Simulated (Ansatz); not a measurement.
## TaN: a changed input and its effect

System: TaN (8 atoms in the cell).
Method of run A: DFT PBE+U, scalar-relativistic, plane waves, PAW, Ueff = 2 eV on Ta atom 1 d; Ueff = 2 eV on Ta atom 2 d; Ueff = 2 eV on Ta atom 5 d; Ueff = 2 eV on Ta atom 6 d, spin-polarised (Ansatz 0.2.0).

The structure derives from an entry of the Crystallography Open Database. Text and figures count atoms from 1; the logs count them from 0 in places.

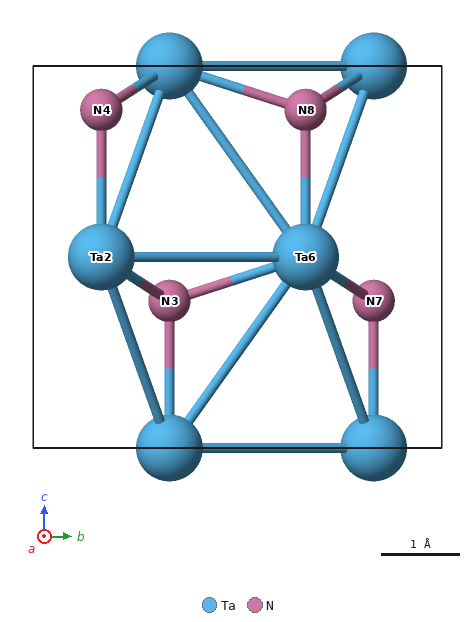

Figure 1. The structure (ball-and-stick view of the cell of the calculation, along the a axis; atoms are numbered from 1 in the order of the input).

## Input, run A
```yaml
crystal:
  lattice:
    - [3.05000204, 0.0, 0.0]
    - [-3.05000204, 5.2827585, 0.0]
    - [0.0, 0.0, 4.94000153]
  atoms:
    - { symbol: Ta, position: [0.3333333333, 0.3333333334, 0.0], spin: 2.0 }
    - { symbol: Ta, position: [0.6666666667, 0.1666666666, 0.5], spin: -1.0 }
    - { symbol: "N", position: [0.3333333333, 0.3333333334, 0.385] }
    - { symbol: "N", position: [0.6666666667, 0.1666666666, 0.885] }
    - { symbol: Ta, position: [0.3333333333, 0.8333333333, 0.0], spin: 2.0 }
    - { symbol: Ta, position: [0.6666666667, 0.6666666666, 0.5], spin: -1.0 }
    - { symbol: "N", position: [0.3333333333, 0.8333333333, 0.385] }
    - { symbol: "N", position: [0.6666666667, 0.6666666666, 0.885] }
basis:
  ecutwfc: 420
  ecutrho_ratio: 4
kpoints:
  mp_grid: { grid: [7, 7, 4] }
hamiltonian:
  xc: pbe
  hubbard:
    sites:
      - { site: 0, l: d, u_eff: 2.0 }
      - { site: 1, l: d, u_eff: 2.0 }
      - { site: 4, l: d, u_eff: 2.0 }
      - { site: 5, l: d, u_eff: 2.0 }
scf:
  occupations: { method: gaussian, width: 0.05 }
  lower_state_search: "off"
  max_iter: 150
output:
  forces: true
  stress: true
  eigenvalues: true
  populations: true
  hubbard:
    sites:
      - { site: 0, l: d }
      - { site: 1, l: d }
      - { site: 4, l: d }
      - { site: 5, l: d }
magnetization:
  spin_polarized: true
  spin_locking: { lock_spins: true }
```

Command:
```bash
ansatz run input.yaml --threads 4 --pin off --max-ram 6144MiB --backend cpu --events-out ev --progress --plain --runs-dir out
```

Hardware: 4 threads of Arm Neoverse V2, 24 GiB of memory available, shared host.

## Output, shortened to warnings, some set-up lines, iterations and results (run A)
```
Warning: output.stress: scf.convergence.dr2_threshold = 1e-7 eV (the SCF's general default) is looser than the 8e-10 eV advised for a printed stress (1e-10 eV for each atom of the cell: 8). What an SCF threshold leaves in a stress goes as its square root, and in the free energy as the threshold itself, and one threshold admits the most on a small cell: of the crystals measured, under no hybrid …
Warning: output.stress: the lock of the moments that magnetization.spin_locking holds to the close lets an SCF meet its threshold on dr2 anywhere within the lock's freeze window, and the stress can move with the moments there: no threshold on dr2 bounds that. The window is the square root of the freeze energy over magnetization.spin_locking.lambda. Set magnetization.spin_locking.freeze_energy_tol …
Basis set: ecut = 420 eV, 1571 PW (Γ), exchange–correlation on 48×90×72 points (8 copies of the dense FFT grid, shifted against one another)
Symmetry: 4 space group operations
k-points: 60 of 196 (time reversal used)
Initial density: superposition of atomic densities (chi_scale 0.1, normalization cell, long waves kept (reshape's long-wave potential 0.00 eV rms))
[...]
SCF iter   1: F=-41238.607769 eV  HF=-41248.140302 eV  |F-HF|=9.53e0  |Δ(HF+E_count)|=         —  Δρ=8.10e-2 (↑7.33e-2 ↓8.10e-2)  dr2=1.30e1  dr2_m=1.46e0  M=1.237 μB …
SCF iter   2: F=-41244.264187 eV  HF=-41246.676705 eV  |F-HF|=2.41e0  |Δ(HF+E_count)|=    1.46e0  Δρ=4.91e-2 (↑4.16e-2 ↓4.91e-2)  dr2=4.10e0  dr2_m=6.43e-1  M=1.157 μB …
SCF iter   3: F=-41247.781806 eV  HF=-41247.889061 eV  |F-HF|=1.07e-1  |Δ(HF+E_count)|=    1.21e0  Δρ=1.39e-2 (↑1.22e-2 ↓1.39e-2)  dr2=3.37e-1  dr2_m=2.84e-2  M=1.065 μB …
SCF iter   4: F=-41248.462005 eV  HF=-41248.465821 eV  |F-HF|=3.82e-3  |Δ(HF+E_count)|=   5.77e-1  Δρ=2.16e-3 (↑2.14e-3 ↓2.16e-3)  dr2=1.56e-2  dr2_m=3.98e-4  M=1.021 μB …
SCF iter   5: F=-41248.417197 eV  HF=-41248.417168 eV  |F-HF|=2.83e-5  |Δ(HF+E_count)|=   4.87e-2  Δρ=5.41e-4 (↑5.30e-4 ↓5.41e-4)  dr2=8.07e-4  dr2_m=1.28e-5  M=1.006 μB …
[... 34 lines ...]
SCF iter  40: F=-41213.462457 eV  HF=-41213.462457 eV  |F-HF|=9.21e-8  |Δ(HF+E_count)|=   7.00e-3  Δρ=1.94e-5 (↑1.54e-5 ↓1.94e-5)  dr2=8.80e-7  dr2_m=3.15e-8  M=2.153 μB …
SCF iter  41: F=-41213.464186 eV  HF=-41213.464186 eV  |F-HF|=9.95e-8  |Δ(HF+E_count)|=   1.73e-3  Δρ=1.05e-5 (↑1.05e-5 ↓9.09e-6)  dr2=2.65e-7  dr2_m=7.48e-9  M=2.153 μB …
SCF iter  42: F=-41213.463825 eV  HF=-41213.463825 eV  |F-HF|=8.44e-10  |Δ(HF+E_count)|=   3.60e-4  Δρ=2.29e-6 (↑2.28e-6 ↓2.29e-6)  dr2=1.39e-8  dr2_m=8.81e-10  M=2.153 μB …
SCF iter  43: F=-41213.463833 eV  HF=-41213.463833 eV  |F-HF|=4.00e-10  |Δ(HF+E_count)|=   7.82e-6  Δρ=5.63e-7 (↑5.35e-7 ↓5.63e-7)  dr2=7.91e-10  dr2_m=2.74e-11  M=2.153 μB …
SCF 1 converged in 43 iterations: F = -41213.463833 eV  dr2 = 7.91e-10
this state was not tested for a lower state beside it, because a magnetisation constraint still acts at the end of the SCF (magnetization_constraint; see scf.lower_state_search)
SCF converged after 43 iterations
Magnetization: 2.1527 μB (37.0764 up, 34.9236 down)
Absolute magnetization: 11.4938 μB (∫|ρ↑−ρ↓|, with the PAW one-centre terms)
Spin contamination: 4.3346 ħ² per cell (⟨S²⟩ above its minimum at these occupations)
Per-site moments (μB) at R_I (Å): [(1.996219764039864, 0.7632448712306328), (-0.9982188032777062, 0.7632448712306329), (0.21650428164390118, 0.7632448712306329), (-0.34645310059317047, 0.7632448712306328), (1.9962197640398636, 0.7632448712306327), (-0.998218803277706, 0.7632448712306328), …
--- Magnetisation constraints (ε_frz = 1.0e-4 eV) ---
  site  kind      target   achieved (μB)  |Δ|max (μB)  g (eV/μB)  λ_eff  esc  ok   flags
  0     per_site  +2.0000  +1.9962        3.78e-3      -1.70e1    1.000  0    yes
  1     per_site  -1.0000  -0.9982        1.78e-3      +7.64e0    1.000  0    yes
  4     per_site  +2.0000  +1.9962        3.78e-3      -1.70e1    1.000  0    yes
  5     per_site  -1.0000  -0.9982        1.78e-3      +7.64e0    1.000  0    yes
Free energy (F): -41213.463833 eV
Harris-Foulkes:  -41213.463833 eV  (|F-HF|=4.00e-10)
Internal energy: -41213.462428 eV  (E = F + TS)
E sigma→0 (E₀):  -41213.463130 eV
Entropy (-TS):   -0.001406 eV (-0.176 meV/atom)
Fermi energy:    20.953754 eV
--- Per-component energies (eV) ---
  E_band       = -68.674628
  E_kinetic    = 2167.943094
  E_local      = -2798.013685  (includes V_loc(G=0)·N_el)
  E_nonlocal   = 281.974978
  E_hartree    = 1044.369174
  E_xc         = -1151.785720
  E_vxc        = -1170.577716  (∫ρ·V_xc dr)
  E_hubbard    = 7.007436  (on-site DFT+U / exact-exchange correction)
  E_vhub       = -2.964504  (the Hubbard potential's part of the band-sum identity)
  E_paw        = -34120.333089  (= ΣΔE_a)
  E_vpaw       = -552.739010  (= ΣTr[D̂ρ^β])
  E_aug_tail   = 0.001224  (compensation charges beyond the density's cutoff)
  E_constr_dc  = -83.036937  (∫m·b dr)
  E_ewald      = -6644.625820
  E_smearing   = -0.001406  (= −TS)
  E_closure    = -0.000021  (closes the sum)
  E_penalty    = 0.155566  (constraint; not in F)
  Σ components = -41213.463833   (vs F -41213.463833, Δ=0.00e0)
--- Forces (eV/Å), atoms counted from 1 ---
  atom   1  Ta     0.00000000     0.07349120    -0.71323382
  atom   2  Ta     0.00000000    -0.01126467     2.20346754
  atom   3  N      0.00000000     0.02975270     1.29568893
  atom   4  N     -0.00000000    -0.09197938    -2.78592048
  atom   5  Ta     0.00000000     0.07349120    -0.71323382
[...]
```

For run B the input was changed thus:
```diff
-    - { symbol: Ta, position: [0.3333333333, 0.3333333334, 0.0], spin: 2.0 }
-    - { symbol: Ta, position: [0.6666666667, 0.1666666666, 0.5], spin: -1.0 }
+    - { symbol: Ta, position: [0.3333333333, 0.3333333334, 0.0], spin: 0.6 }
+    - { symbol: Ta, position: [0.6666666667, 0.1666666666, 0.5], spin: 0.6 }
-    - { symbol: Ta, position: [0.3333333333, 0.8333333333, 0.0], spin: 2.0 }
-    - { symbol: Ta, position: [0.6666666667, 0.6666666666, 0.5], spin: -1.0 }
+    - { symbol: Ta, position: [0.3333333333, 0.8333333333, 0.0], spin: 0.6 }
+    - { symbol: Ta, position: [0.6666666667, 0.6666666666, 0.5], spin: 0.6 }
```

Predict how the results change.

The total moment is fixed by the input in run A and run B, so the state need not be the lowest. With the same functional and potentials, run B lies 4071.6 meV per atom lower. The net moment of the cell goes from 2.15 to 4.97 μB. The pressure goes from 162.73 to 148.20 GPa. The largest force goes from 2.787 to 1.624 eV/Å. The irreducible k-points go from 60 to 48. On the same kind of shared host run B took about 0.52 times as long.

## Output, shortened to warnings, some set-up lines, iterations and results (run B)
```
Warning: output.stress: scf.convergence.dr2_threshold = 1e-7 eV (the SCF's general default) is looser than the 8e-10 eV advised for a printed stress (1e-10 eV for each atom of the cell: 8). What an SCF threshold leaves in a stress goes as its square root, and in the free energy as the threshold itself, and one threshold admits the most on a small cell: of the crystals measured, under no hybrid …
Warning: output.stress: the lock of the moments that magnetization.spin_locking holds to the close lets an SCF meet its threshold on dr2 anywhere within the lock's freeze window, and the stress can move with the moments there: no threshold on dr2 bounds that. The window is the square root of the freeze energy over magnetization.spin_locking.lambda. Set magnetization.spin_locking.freeze_energy_tol …
Basis set: ecut = 420 eV, 1571 PW (Γ), exchange–correlation on 48×90×72 points (8 copies of the dense FFT grid, shifted against one another)
Symmetry: 8 space group operations
k-points: 48 of 196 (time reversal used)
Initial density: superposition of atomic densities (chi_scale 0.1, normalization cell, long waves kept (reshape's long-wave potential 0.00 eV rms))
[...]
SCF iter   1: F=-41242.355201 eV  HF=-41252.526993 eV  |F-HF|=1.02e1  |Δ(HF+E_count)|=         —  Δρ=6.91e-2 (↑6.28e-2 ↓6.91e-2)  dr2=1.30e1  dr2_m=2.28e-1  M=1.219 μB …
SCF iter   2: F=-41247.770685 eV  HF=-41250.364759 eV  |F-HF|=2.59e0  |Δ(HF+E_count)|=    2.16e0  Δρ=4.03e-2 (↑3.30e-2 ↓4.03e-2)  dr2=3.96e0  dr2_m=1.11e-1  M=1.107 μB …
SCF iter   3: F=-41249.960543 eV  HF=-41250.028776 eV  |F-HF|=6.82e-2  |Δ(HF+E_count)|=   3.36e-1  Δρ=1.27e-2 (↑1.11e-2 ↓1.27e-2)  dr2=2.84e-1  dr2_m=6.50e-3  M=1.047 μB …
SCF iter   4: F=-41250.104845 eV  HF=-41250.107504 eV  |F-HF|=2.66e-3  |Δ(HF+E_count)|=   7.87e-2  Δρ=1.85e-3 (↑1.81e-3 ↓1.85e-3)  dr2=1.14e-2  dr2_m=1.23e-4  M=1.014 μB …
SCF iter   5: F=-41250.112795 eV  HF=-41250.112720 eV  |F-HF|=7.50e-5  |Δ(HF+E_count)|=   5.22e-3  Δρ=5.28e-4 (↑4.98e-4 ↓5.28e-4)  dr2=6.74e-4  dr2_m=7.59e-6  M=0.997 μB …
[... 15 lines ...]
SCF iter  21: F=-41246.033726 eV  HF=-41246.033726 eV  |F-HF|=5.82e-7  |Δ(HF+E_count)|=   6.60e-3  Δρ=5.09e-5 (↑2.95e-5 ↓5.09e-5)  dr2=3.23e-6  dr2_m=6.11e-7  M=4.968 μB …
SCF iter  22: F=-41246.037077 eV  HF=-41246.037077 eV  |F-HF|=6.33e-9  |Δ(HF+E_count)|=   3.35e-3  Δρ=5.26e-6 (↑4.51e-6 ↓5.26e-6)  dr2=4.79e-8  dr2_m=5.39e-9  M=4.966 μB …
SCF iter  23: F=-41246.036846 eV  HF=-41246.036846 eV  |F-HF|=2.26e-10  |Δ(HF+E_count)|=   2.32e-4  Δρ=8.94e-7 (↑8.31e-7 ↓8.94e-7)  dr2=2.01e-9  dr2_m=9.89e-11  M=4.966 μB …
SCF iter  24: F=-41246.036847 eV  HF=-41246.036847 eV  |F-HF|=2.18e-11  |Δ(HF+E_count)|=   9.79e-7  Δρ=2.63e-7 (↑1.91e-7 ↓2.63e-7)  dr2=1.28e-10  dr2_m=1.20e-11  M=4.966 μB …
SCF 1 converged in 24 iterations: F = -41246.036847 eV  dr2 = 1.28e-10
this state was not tested for a lower state beside it, because a magnetisation constraint still acts at the end of the SCF (magnetization_constraint; see scf.lower_state_search)
SCF converged after 24 iterations
Magnetization: 4.9664 μB (38.4832 up, 33.5168 down)
Absolute magnetization: 6.0501 μB (∫|ρ↑−ρ↓|, with the PAW one-centre terms)
Spin contamination: 0.2097 ħ² per cell (⟨S²⟩ above its minimum at these occupations)
Per-site moments (μB) at R_I (Å): [(0.6005573566757791, 0.7632448712306328), (0.6005573566757789, 0.7632448712306329), (-0.11546131747424022, 0.7632448712306329), (-0.11546131747424018, 0.7632448712306328), (0.6005573566757788, 0.7632448712306327), (0.6005573566757787, 0.7632448712306328), …
--- Magnetisation constraints (ε_frz = 1.0e-4 eV) ---
  site  kind      target   achieved (μB)  |Δ|max (μB)  g (eV/μB)  λ_eff  esc  ok   flags
  0     per_site  +0.6000  +0.6006        5.57e-4      -3.68e0    1.000  0    yes
  1     per_site  +0.6000  +0.6006        5.57e-4      -3.68e0    1.000  0    yes
  4     per_site  +0.6000  +0.6006        5.57e-4      -3.68e0    1.000  0    yes
  5     per_site  +0.6000  +0.6006        5.57e-4      -3.68e0    1.000  0    yes
Free energy (F): -41246.036847 eV
Harris-Foulkes:  -41246.036847 eV  (|F-HF|=2.18e-11)
Internal energy: -41246.033115 eV  (E = F + TS)
E sigma→0 (E₀):  -41246.034981 eV
Entropy (-TS):   -0.003732 eV (-0.467 meV/atom)
Fermi energy:    22.869439 eV
--- Per-component energies (eV) ---
  E_band       = -77.919330
  E_kinetic    = 2104.847961
  E_local      = -2720.094136  (includes V_loc(G=0)·N_el)
  E_nonlocal   = 271.423296
  E_hartree    = 992.294050
  E_xc         = -1141.831045
  E_vxc        = -1158.069906  (∫ρ·V_xc dr)
  E_hubbard    = 8.854685  (on-site DFT+U / exact-exchange correction)
  E_vhub       = 1.435911  (the Hubbard potential's part of the band-sum identity)
  E_paw        = -34116.903326  (= ΣΔE_a)
  E_vpaw       = -553.209220  (= ΣTr[D̂ρ^β])
  E_aug_tail   = 0.001222  (compensation charges beyond the density's cutoff)
  E_constr_dc  = -8.842785  (∫m·b dr)
  E_ewald      = -6644.625820
  E_smearing   = -0.003732  (= −TS)
  E_closure    = -0.000002  (closes the sum)
  E_penalty    = -0.008206  (constraint; not in F)
  Σ components = -41246.036847   (vs F -41246.036847, Δ=0.00e0)
--- Forces (eV/Å), atoms counted from 1 ---
  atom   1  Ta     0.00000000     0.05415591     1.62288581
  atom   2  Ta     0.00000000    -0.05415591     1.62288581
  atom   3  N      0.00000000     0.03873316    -1.62288874
  atom   4  N      0.00000000    -0.03873316    -1.62288874
  atom   5  Ta     0.00000000     0.05415591     1.62288581
[...]
```

## The two runs side by side

| quantity | run A | run B |
| --- | --- | --- |
| outcome | converged | converged |
| free energy per atom (eV) | −5151.6830 | −5155.7546 |
| energy per atom, smearing taken to zero (eV) | −5151.6829 | −5155.7544 |
| gap on the mesh (eV) | 0.00 | 0.00 |
| net moment of the cell (μB) | 2.15 | 4.97 |
| absolute moment of the cell (μB) | 11.49 | 6.05 |
| pressure (GPa) | 162.73 | 148.20 |
| largest force (eV/Å) | 2.787 | 1.624 |
| irreducible k-points | 60 | 48 |
| plane waves at Γ | 1571 | 1571 |
| wall time (shared host) | 49 s | 26 s |

For both runs: Warnings: the state was not tested for a lower one; the SCF threshold is looser than advised for the printed stress. Spin–orbit coupling is left out, which matters for Ta. For run A: The cell is under a pressure of 163 GPa at this level, so it is not at its equilibrium volume. For run B: The cell is under a pressure of 148 GPa at this level, so it is not at its equilibrium volume.
